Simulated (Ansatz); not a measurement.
Start from this file.

```yaml
crystal:
  lattice:
    - [3.21626, 0.00000, 0.00000]
    - [0.00000, 3.21626, 0.00000]
    - [0.00000, 0.00000, 24.09695]
  atoms:
    - { symbol: Ga, position: [0.50000, 0.50000, 0.31124] }
    - { symbol: N, position: [0.50000, 0.00000, 0.35843] }
    - { symbol: Ga, position: [0.00000, 0.00000, 0.40562] }
    - { symbol: N, position: [0.00000, 0.50000, 0.45281] }
    - { symbol: Ga, position: [0.50000, 0.50000, 0.50000] }
    - { symbol: N, position: [0.50000, 0.00000, 0.54719] }
    - { symbol: Ga, position: [0.00000, 0.00000, 0.59438] }
    - { symbol: N, position: [0.00000, 0.50000, 0.64157] }
    - { symbol: Ga, position: [0.50000, 0.50000, 0.68876] }
```

> Work out the structure from the coordinates.

The solid is Ga5N4. Atoms per cell: 9 (5 Ga, 4 N). The neighbours of N are four Ga in a tetrahedral arrangement at 1.97 Å. Ga takes three kinds of site: 2f with two N in a bent arrangement at 1.97 Å; 2e with four N in a tetrahedral arrangement at 1.97 Å; 1c with four N in a tetrahedral arrangement at 1.97 Å. The bonds build Ga5N4 layers parallel to (001).

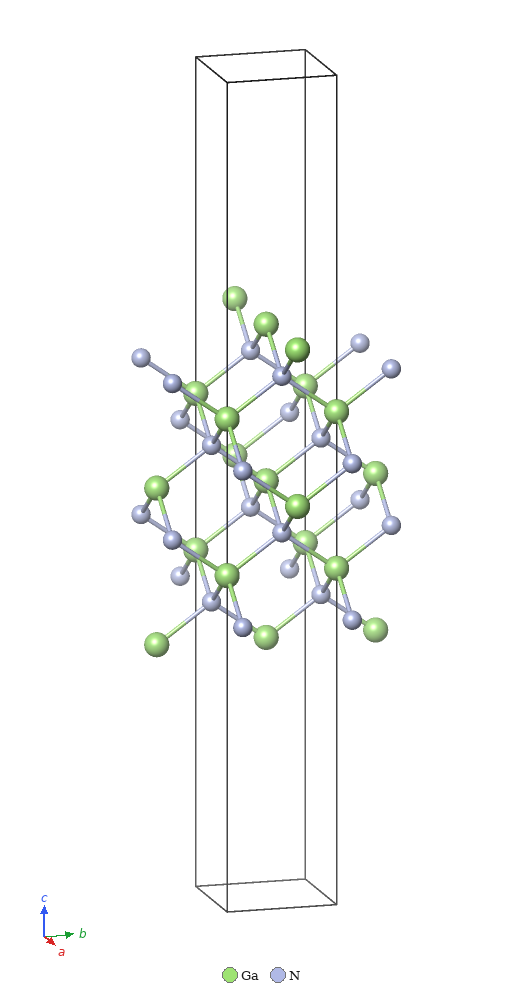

Shown here is a ball-and-stick view of the crystal, taken slightly off an axis. The simulation cell is drawn as a box. Atoms outside the box are added where they are bonded to one inside.

It goes back to a structure listed in the Materials Project, from which a slab was cut. Earlier steps of the study, as a rule a relaxation of our own, may have changed the cell and positions, so they can lie some per cent off the listed ones. A calculation with Ansatz used it as input.

At this level of theory the run's own cell isn't at rest (forces up to 0.9 eV/Å), so its distances can differ from those at equilibrium, the more so the softer the solid.
